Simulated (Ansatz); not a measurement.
**Single-point calculation of PtSe2 (part 2 of 2)**

PtSe2 (P-3m1, 3 atoms in the cell); DFT, HSE06, plane waves, PAW, no spin polarisation (Ansatz 0.2.0); cutoff 420 eV, 6×6×4 k-mesh, Fermi–Dirac smearing of 0.02 eV. The structure was built on a prototype by a generator. The geometry comes from this level: r2scan-rvv10 (a point of a series of strains). It belongs to a series of runs on one base structure; here: uniaxial_z strain -2.0%.

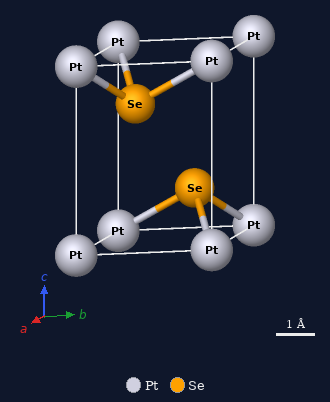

The structure as given in the input (ball-and-stick view of the cell of the calculation, seen slightly off an axis). An atom can appear more than once, as a periodic image.

Output, continued
```
  k-point 1: bands = ["-91.5167", "-44.4374", "-44.4374", "-44.3581", "-39.9965", "-39.9965", "-39.9940", "-39.9940", "-39.9728", "-39.9728", "-39.9689", "-39.9689", "-39.9607", "-39.9601", "-4.3024", "-2.1269", "5.2800", "5.4660", "5.4660", "7.6397", "7.6397", "9.2301", "11.1493", "11.1493", "11.6785", "14.8361", "14.8361", "17.3074", "18.6784"]
  k-point 2: bands = ["-91.5167", "-44.4375", "-44.4375", "-44.3581", "-39.9964", "-39.9964", "-39.9940", "-39.9940", "-39.9721", "-39.9721", "-39.9696", "-39.9696", "-39.9607", "-39.9600", "-3.9275", "-2.7510", "5.4938", "5.4938", "6.1721", "7.6240", "7.6240", "9.3600", "10.3695", "10.9525", "10.9525", "15.2821", "15.2821", "17.9869", "19.6879"]
  k-point 23: bands = ["-91.5166", "-44.4413", "-44.4413", "-44.3559", "-39.9959", "-39.9954", "-39.9954", "-39.9941", "-39.9720", "-39.9705", "-39.9705", "-39.9705", "-39.9599", "-39.9599", "-2.3607", "-2.3607", "5.3916", "5.3916", "5.6918", "7.4821", "7.4821", "7.9184", "8.0006", "9.3430", "9.3430", "15.0184", "15.0184", "20.0159", "20.4819"]
```

File bands.tsv
```
# k_distance	band_0	band_1	band_2	band_3	band_4	band_5	band_6	band_7	band_8	band_9	band_10	band_11	band_12	band_13	band_14	band_15	band_16	band_17	band_18	band_19	band_20	band_21	band_22	band_23	band_24	band_25	band_26	band_27	band_28
# fermi_ev = 12.910036
# lock_threshold_ev = 1e-6
# [0, 0, 0] at k_distance = 0.000000
# [0.5, 0, 0] at k_distance = 0.972899
# [0.3333333333, 0.3333333333, 0] at k_distance = 1.534602
# [0, 0, 0.5] at k_distance = 2.811732
# [0.5, 0, 0.5] at k_distance = 3.784630
# [0.3333333333, 0.3333333333, 0.5] at k_distance = 4.346333
# [0, 0.25, 0.3333333333] at k_distance = 5.116493
# [0, 0.28776, 0.290365] at k_distance = 5.206624
# levels_relative_to = fermi_ev
# free_energy_ev = -23467.537142
# largest_residual_norms_ev = 7.146e-5 7.303e-5 7.640e-5 8.654e-5 1.396e-4 1.904e-4 1.439e-4 1.404e-4 1.455e-4 1.456e-4 2.036e-4 1.577e-4 1.402e-4 1.754e-4 3.472e-4 3.035e-4 8.239e-4 8.251e-4 7.352e-4 1.073e-3 1.334e-3 1.268e-3 9.020e-4 8.006e-4 1.225e-3 1.008e-3 1.042e-3 1.234e-3 1.148e-3
0.000000	-104.426695	-57.347312	-57.347312	-57.268125	-52.906596	-52.906596	-52.903981	-52.903981	-52.883302	-52.883302	-52.878384	-52.878384	-52.870633	-52.870189	-17.447383	-14.510226	-8.390631	-7.471176	-7.471176	-5.253918	-5.253918	-3.720570	-1.533980	-1.533980	0.054525	1.495063	1.495063	3.930054	4.584062
0.972899	-104.426631	-57.353651	-57.348436	-57.266259	-52.906796	-52.905418	-52.904436	-52.904430	-52.882816	-52.881121	-52.879742	-52.879505	-52.870200	-52.869986	-15.453181	-15.407328	-8.450906	-6.797553	-6.501212	-5.058506	-4.780592	-4.617080	-4.442668	-4.146741	-3.866964	0.744218	2.449571	5.109439	6.113680
1.534602	-104.426623	-57.351535	-57.351535	-57.266078	-52.906431	-52.905439	-52.905439	-52.903713	-52.883899	-52.880354	-52.880354	-52.878596	-52.870063	-52.870063	-15.295174	-15.295174	-7.866787	-7.195611	-7.195611	-5.832417	-5.832417	-5.050964	-3.423142	-2.670321	-2.670321	0.030705	0.030705	4.343981	8.186370
2.811732	-104.426694	-57.347496	-57.347496	-57.268171	-52.906431	-52.906431	-52.904060	-52.904060	-52.882104	-52.882104	-52.879650	-52.879650	-52.870736	-52.870039	-16.837518	-15.661077	-7.416272	-7.416272	-6.737906	-5.286043	-5.286043	-3.550066	-2.540521	-1.957576	-1.957576	2.372043	2.372043	5.076819	6.777884
3.784630	-104.426631	-57.353642	-57.348342	-57.266297	-52.906508	-52.905821	-52.904671	-52.904157	-52.882105	-52.881343	-52.880490	-52.879385	-52.870048	-52.869943	-15.622998	-15.117815	-8.794115	-7.006741	-6.715196	-6.021686	-4.782526	-4.683240	-4.362642	-3.441226	-1.998548	1.038868	1.711204	4.825511	5.093811
4.346333	-104.426624	-57.351376	-57.351376	-57.265957	-52.905943	-52.905420	-52.905420	-52.904154	-52.882029	-52.880538	-52.880538	-52.880518	-52.869908	-52.869908	-15.270696	-15.270696	-7.518424	-7.518424	-7.218266	-5.427953	-5.427953	-4.991637	-4.909405	-3.567081	-3.567081	2.108336	2.108336	7.105846	7.571898
5.116493	-104.426659	-57.350558	-57.347854	-57.267278	-52.906161	-52.905537	-52.905325	-52.904134	-52.882292	-52.881293	-52.880811	-52.878875	-52.870353	-52.870076	-16.422792	-15.225910	-7.968193	-7.110219	-6.786230	-6.146491	-5.497645	-4.517149	-2.236077	-1.955267	-0.963416	-0.009951	0.969450	4.410567	6.281853
5.206624	-104.426654	-57.351292	-57.347962	-57.267055	-52.906081	-52.905740	-52.905209	-52.904149	-52.882259	-52.881664	-52.880513	-52.878801	-52.870269	-52.870095	-16.328760	-15.104025	-8.048379	-7.053088	-6.985817	-6.114296	-5.452827	-4.608049	-2.526378	-2.242915	-0.921085	-0.163224	1.051120	4.320066	5.994908
```

File rho_z.tsv
```
# z_ang	rho[e/angstrom^3]
# format = ansatz-planar-average/11
# lattice	3.728650369	0.000000000	0.000000000
# lattice	-1.864325184	3.229105941	0.000000000
# lattice	0.000000000	0.000000000	5.171613445
# sites	3
# site	78	0.000000000	0.000000000	0.000000000
# site	34	0.000000000	2.152737294	1.296255712
# site	34	1.864325184	1.076368647	3.875357733
0.000000	1.399562e0
0.143656	1.332656e0
0.287312	1.163944e0
0.430968	9.529114e-1
0.574624	7.613346e-1
0.718280	6.651385e-1
0.861936	7.476939e-1
1.005592	1.053904e0
1.149247	1.468780e0
1.292903	1.666513e0
1.436559	1.431009e0
1.580215	9.571127e-1
1.723871	5.597929e-1
1.867527	3.335341e-1
2.011183	2.215023e-1
2.154839	1.623575e-1
2.298495	1.252449e-1
2.442151	1.027800e-1
2.585807	9.564833e-2
2.729463	1.027800e-1
2.873119	1.252449e-1
3.016775	1.623575e-1
3.160430	2.215023e-1
3.304086	3.335341e-1
3.447742	5.597929e-1
3.591398	9.571127e-1
3.735054	1.431009e0
3.878710	1.666513e0
4.022366	1.468780e0
4.166022	1.053904e0
4.309678	7.476939e-1
4.453334	6.651385e-1
4.596990	7.613346e-1
4.740646	9.529114e-1
4.884302	1.163944e0
5.027958	1.332656e0
```

File v_z.tsv
```
# z_ang	v_es[eV]	v_tot[eV]
# format = ansatz-planar-average/11
# xc	hse06
# density_cutoff_ev	1680
# datasets	Pt=:simpson_from_first_knot:soft:fock:shift=0	Se=:simpson_from_first_knot:soft:fock:shift=0
# lattice	3.728650369	0.000000000	0.000000000
# lattice	-1.864325184	3.229105941	0.000000000
# lattice	0.000000000	0.000000000	5.171613445
# sites	3
# site	78	0.000000000	0.000000000	0.000000000
# site	34	0.000000000	2.152737294	1.296255712
# site	34	1.864325184	1.076368647	3.875357733
0.000000	-6.231298e-1	-1.171885e1
0.143656	-3.022664e-1	-1.134011e1
0.287312	5.569466e-1	-1.031637e1
0.430968	1.649176e0	-8.980789e0
0.574624	2.993184e0	-7.350013e0
0.718280	4.718703e0	-5.352863e0
0.861936	6.435382e0	-3.436619e0
1.005592	7.623484e0	-2.102168e0
1.149247	8.311427e0	-1.266165e0
1.292903	8.782763e0	-5.809418e-1
1.436559	9.164019e0	1.268855e-1
1.580215	9.561031e0	9.663044e-1
1.723871	1.007280e1	1.987835e0
1.867527	1.085571e1	3.283632e0
2.011183	1.207213e1	4.983898e0
2.154839	1.358378e1	6.939169e0
2.298495	1.481364e1	8.529905e0
2.442151	1.543673e1	9.371697e0
2.585807	1.561640e1	9.622080e0
2.729463	1.543673e1	9.371697e0
2.873119	1.481364e1	8.529905e0
3.016775	1.358378e1	6.939169e0
3.160430	1.207213e1	4.983898e0
3.304086	1.085571e1	3.283632e0
3.447742	1.007280e1	1.987835e0
3.591398	9.561031e0	9.663044e-1
3.735054	9.164019e0	1.268855e-1
3.878710	8.782763e0	-5.809418e-1
4.022366	8.311427e0	-1.266165e0
4.166022	7.623484e0	-2.102168e0
4.309678	6.435382e0	-3.436619e0
4.453334	4.718703e0	-5.352863e0
4.596990	2.993184e0	-7.350013e0
4.740646	1.649176e0	-8.980789e0
4.884302	5.569466e-1	-1.031637e1
5.027958	-3.022664e-1	-1.134011e1
```

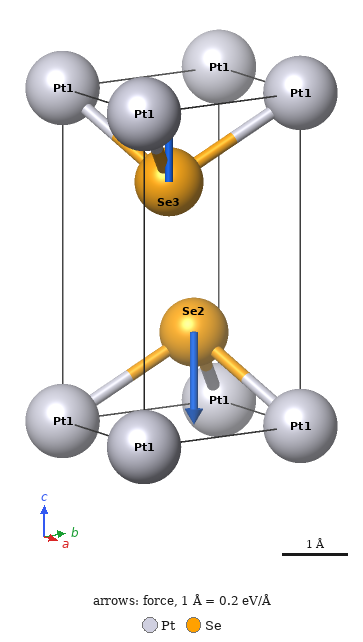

Forces on the atoms as blue arrows (ball-and-stick view of the cell of the calculation, seen slightly off an axis; atoms are numbered from 1 in the order of the input). The largest act on Se2, Se3 (0.29 eV/Å). The geometry is not a stationary point of this energy.

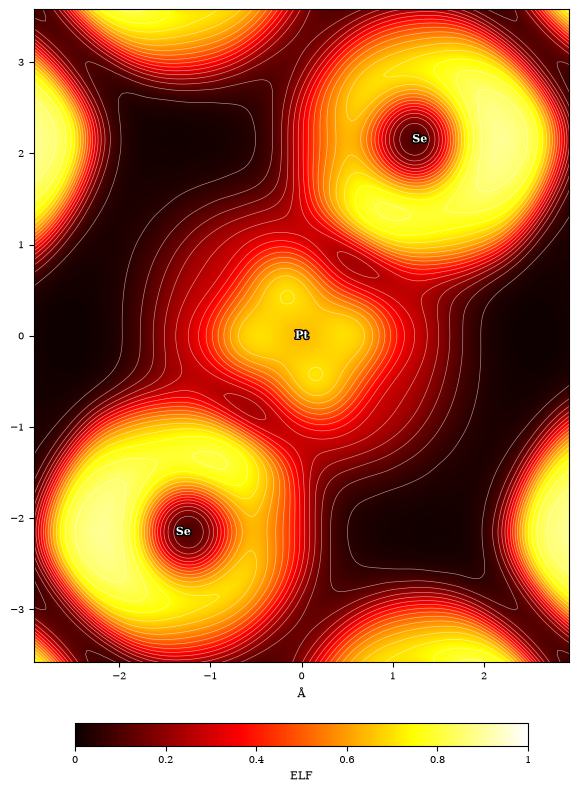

ELF on the (110) plane of the conventional cell. Pt–Se (2.51 Å): the ELF is about 0.50 at the midpoint. The strong features right at Pt lie inside the PAW spheres (semicore, d or f shells) and say nothing about bonding. The fields are those of the smooth PAW valence density.

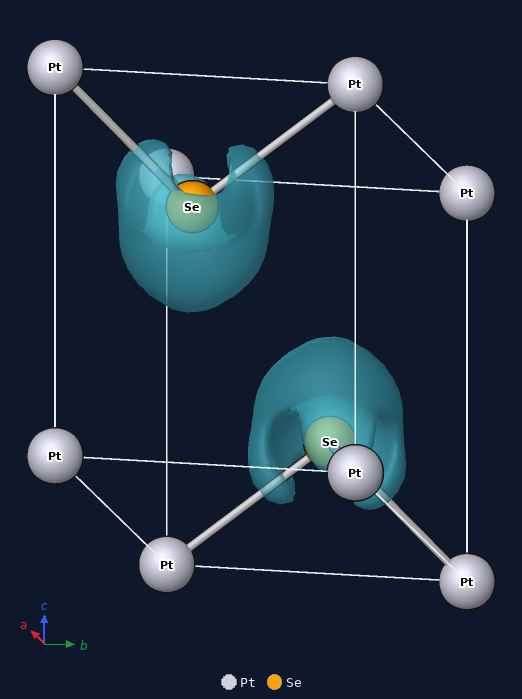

Isosurface of the ELF at 0.75 (cyan), seen at an oblique angle. Only the valence region is drawn (cores and ρ < 0.01 e/Å³ removed). Sticks mark near contacts. The outline is the cell set on symmetry axes. Profiles from the grid: Pt–Se (2.51 Å): the ELF is about 0.50 at the midpoint.

The run was set up as follows.

Input file
```yaml
crystal:
  lattice:
    - [3.7286503688, 0.0, 0.0]
    - [-1.8643251844, 3.2291059412, 0.0]
    - [0.0, 0.0, 5.1716134445]
  atoms:
    - { symbol: Pt, position: [0.0, 0.0, 0.0] }
    - { symbol: Se, position: [0.3333333333, 0.6666666667, 0.2506482214] }
    - { symbol: Se, position: [0.6666666667, 0.3333333333, 0.7493517786] }
kpoints:
  mp_grid: { grid: [6, 6, 4] }
  band_path:
    path:
      - [0.0, 0.0, 0.0]
      - [0.5, 0.0, 0.0]
      - [0.3333333333, 0.3333333333, 0.0]
      - [0.0, 0.0, 0.5]
      - [0.5, 0.0, 0.5]
      - [0.3333333333, 0.3333333333, 0.5]
      - [0.0, 0.25, 0.3333333333]
      - [0.0, 0.28776, 0.290365]
    npoints: 1
hamiltonian:
  xc: hse06
scf:
  occupations: { method: fermi_dirac, width: 0.02 }
  n_extra_bands: 4
output:
  forces: true
  stress: true
  eigenvalues: true
  write_density: true
  write_potential: true
  elf: true
  volumetric_format: npy
```

Key numbers

```json
{"quantity": "outcome", "value": "converged"}
{"quantity": "space group (tolerance 0.01 Å)", "value": "P-3m1 (164)"}
{"quantity": "electrons treated", "value": "50"}
{"quantity": "free energy", "value": "−23467.5371 eV"}
{"quantity": "Fermi energy", "value": "12.910 eV"}
{"quantity": "band gap", "value": "none (metallic)"}
{"quantity": "pressure", "value": "0.00 GPa"}
{"quantity": "largest force (length of the vector)", "value": "0.288 eV/Å"}
{"quantity": "hardware", "value": "1 × NVIDIA H100 80GB HBM3, 2 threads of AMD EPYC (Zen 3), 1656 GiB of memory available, shared host"}
{"quantity": "wall time", "value": "63 s (CPU time 77 s)"}
{"quantity": "peak memory", "value": "2.6 GiB"}
```

Remarks

The program warns: the exchange loop's threshold is looser than advised for the stress; the SCF threshold is looser than advised for the printed stress. Spin–orbit coupling is left out, which matters for Pt.
